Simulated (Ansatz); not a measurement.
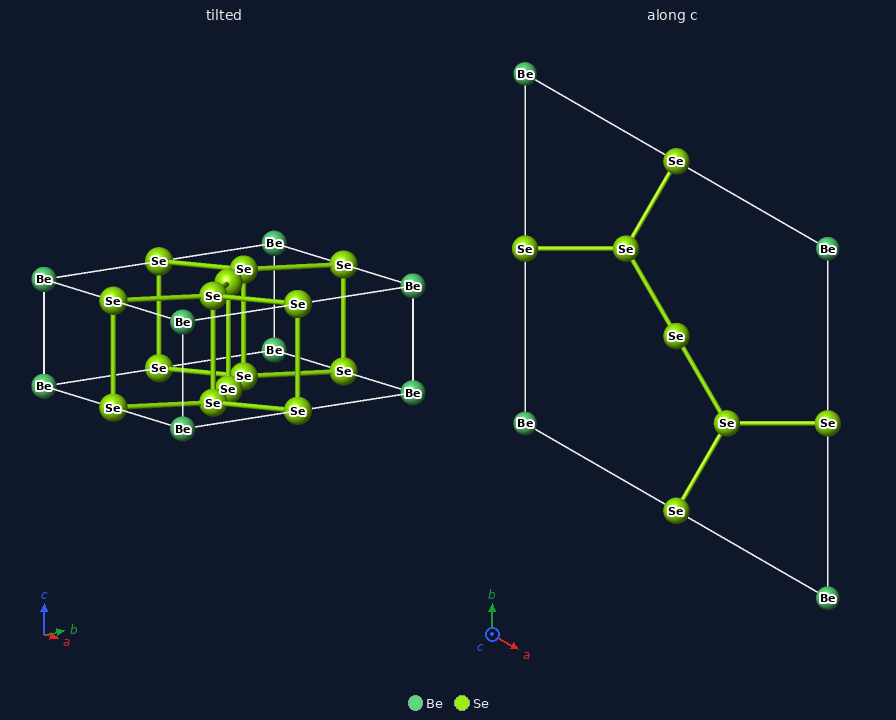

An orthographic ball-and-stick view of the structure, slightly off an axis and along the c axis. Thin lines show the conventional unit cell, with boundary atoms drawn in all their periodic places. Cell: a = 9.26 Å, b = 9.26 Å, c = 2.68 Å, α = 90.00°, β = 90.00°, γ = 120.00°.

The structure was taken from a random cell made by a generator, so it need not be a real form of the compound. Earlier steps of the study, as a rule a relaxation of our own, may have changed the cell and positions, so they can lie some per cent off the listed ones. It was the input of a calculation with Ansatz.

Q: What is this?

A: It has the composition BeSe5. It is primitive hexagonal, space group P6/mmm (No. 191). Cell content 1 Be, 5 Se; Z = 1. Se takes two kinds of site: 2c with five Se in a trigonal bipyramidal arrangement at about 2.7 Å; 3f with four Se in a square planar arrangement at about 2.7 Å. The bonds build a three-dimensional framework; Be atoms get no bond from the drawing's distance rule.

Calculation details: DFT PBE, scalar-relativistic, plane waves, PAW (Ansatz 0.2.0); 420 eV cutoff, 6×6×14 k-mesh, Gaussian smearing of 0.1 eV, no spin polarisation.

Q: How large a gap does the method give, if there is one?

A: A metal: bands cross the Fermi level.

Q: What are the atomic charges by Bader's partition?

A: Be +0.16 e; Se -0.06 to +0.02 e.

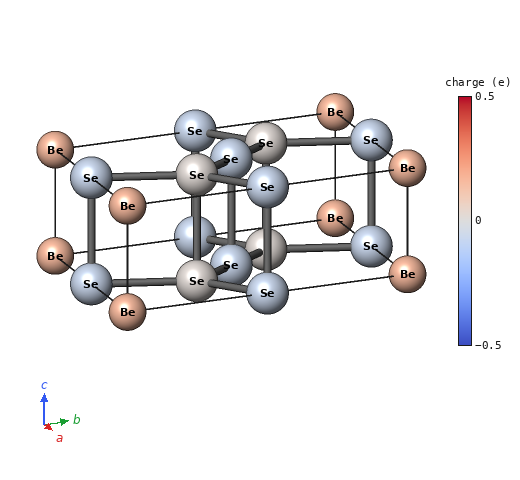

The atoms coloured by those charges. The run's cell of 6 atoms is drawn.

Q: Is the structure relaxed at this level of theory?

A: Yes. All forces vanish to within 0.01 eV/Å. The pressure is 0.0 GPa, close to zero.
